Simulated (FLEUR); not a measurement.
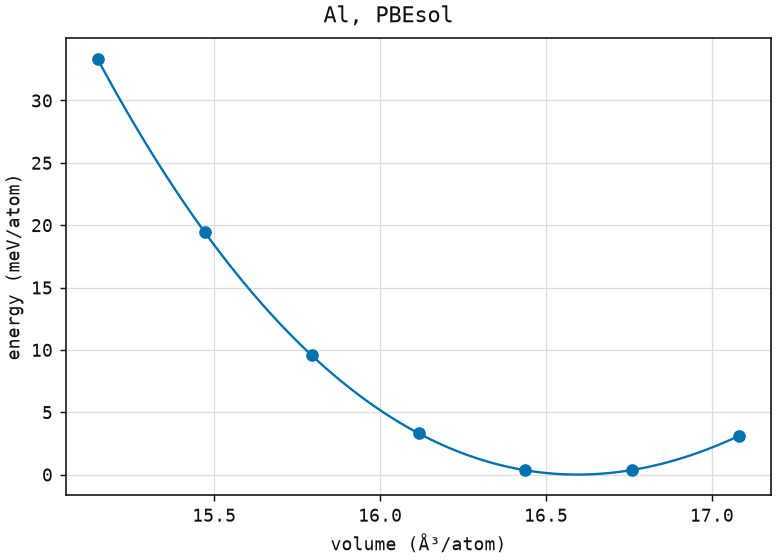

Plotted: energy against volume for Al, space group Im-3m (No. 229).

Cell as given: a = 2.756 Å, b = 2.756 Å, c = 2.756 Å, α = 109.47°, β = 109.47°, γ = 109.47°; 1 atom.

Computed with FLEUR MaX-R8.1 (later development tree): all-electron LAPW DFT, no spin polarisation; energies at scaled volumes of the given cell, shape and fractions fixed, counted from the fit's minimum, third-order Birch-Murnaghan fit. Level: PBEsol.

k mesh 12×12×12; occupations Fermi–Dirac; smearing width 0.05 eV; potentials all electron; program settings basis FLAPW, kmax 4.15 1/bohr.

> Give the fitted equation-of-state parameters.

A third-order Birch–Murnaghan fit gives V0 = 16.59 Å³/atom, B0 = 73.1 GPa and B′ = 3.9.
